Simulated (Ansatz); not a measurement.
# Does disorder add resistance in series? Al(111) layers with 12.5 % Ta

Two lengths of the disordered region are known. What area resistance does the third give?

**Method.** Ansatz 0.2.0, plane waves with PAW datasets at their recommended cutoffs (420 eV for most), Fermi-Dirac smearing; ballistic transmission by layer matching. The area resistance is RA = A (h/2e²)(1/T − 1/N), with T the zone-mean transmission per spin and N the lead's channels, both averaged over a few energies near the Fermi level; for magnets each spin is taken apart, with h/e², and the two conduct in parallel. Lateral cell 2x2, PBE, a fresh random draw for each length.

The runs, with one result withheld:

```tsv
length (Å)	channels N	RA (fΩ m²)
9.35	5.430	0.729
18.7	5.490	1.38
28.0	5.490	?
```

Worked fit:

Ohm's law makes RA linear in the length: the slope is (1.38 − 0.729)/(18.7 − 9.35) = 0.0698 fΩ m² per Å, or 70 µΩ cm. Then 1.38 + 0.0698 × 9.35. Predicted: 2.04 fΩ m².

Check against the run:

1.80 fΩ m², so the prediction is 13 % too high. The three lengths together give 57 µΩ cm. The two increments are 0.65 and 0.42 fΩ m²; with one draw for each length, their difference can't be told from scatter.

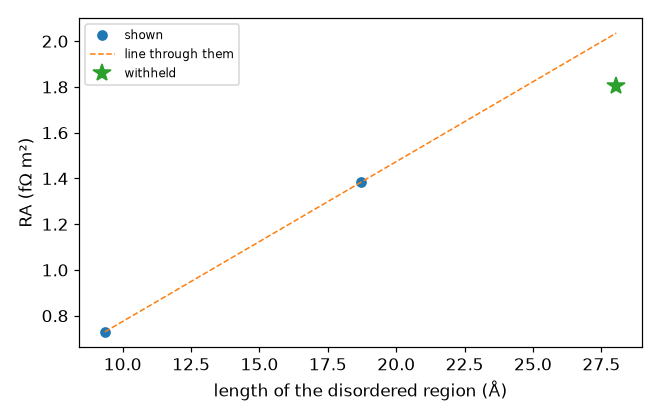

Area resistance against length.

**Limits.** The scatterers repeat sideways with the small cell. The slope is a raw one; a model of isotropic scattering puts it 1.00 times the bulk value over these lengths. Atoms sit unrelaxed on the host's lattice, and the pair may not mix at random in practice. Spin-orbit coupling is left out, which matters for Ta.

[Logs are printed without paths, hosts, clocks, repeated set-up lines and the standing remarks that a program may print on its own settings, such as how far it seeks lower states.]
